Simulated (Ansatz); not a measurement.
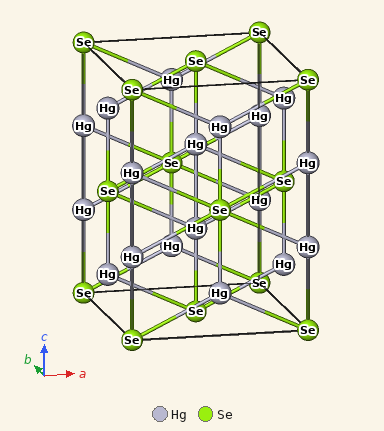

Ball-and-stick drawing of the structure, looking slightly off an axis. The conventional unit cell is drawn as a box. Cell: a = 5.84 Å, b = 6.67 Å, c = 8.31 Å, α = 90.00°, β = 90.00°, γ = 90.00°.

The starting point was a random cell made by a generator, so it need not be a real form of the compound. Earlier steps of the study, as a rule a relaxation of our own, may have changed the cell and positions, so they can lie some per cent off the listed ones. An electronic-structure calculation with Ansatz was run on it.

Summary of the structure:

The structure is one of Hg$_{2}$Se. The symmetry is that of Fmmm (No. 69), on a face-centred orthorhombic lattice. Content of the cell: 8 Hg, 4 Se (Z = 4). Counting atoms within bonding range gives coordination numbers of Hg 4 and Se 6.

Run with DFT PBE, scalar-relativistic, plane waves, PAW (Ansatz 0.2.0) and these settings: 420 eV cutoff, k-points about 0.13 Å⁻¹ apart, Gaussian smearing of 0.1 eV, no spin polarisation.

What does the calculation say: metal or gapped?

A metal: bands cross the Fermi level.

List the Bader charges.

Hg +0.18 e; Se -0.36 e.

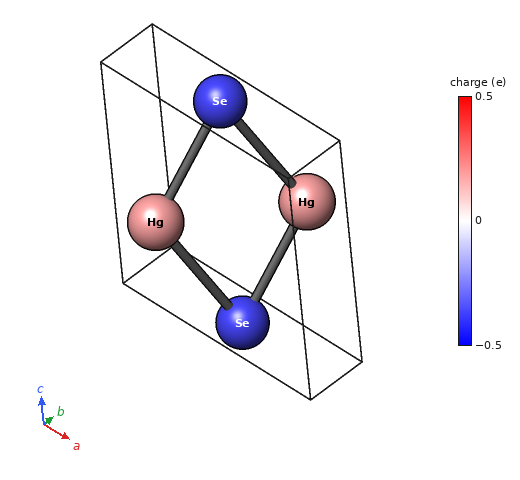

The atoms coloured by those charges. The run's cell of 3 atoms is drawn in a reduced setting, so axes and origin can differ from the first picture.

Is this an equilibrium geometry for the method given?

Yes. All forces vanish to within 0.01 eV/Å. The pressure is 0.0 GPa, close to zero.
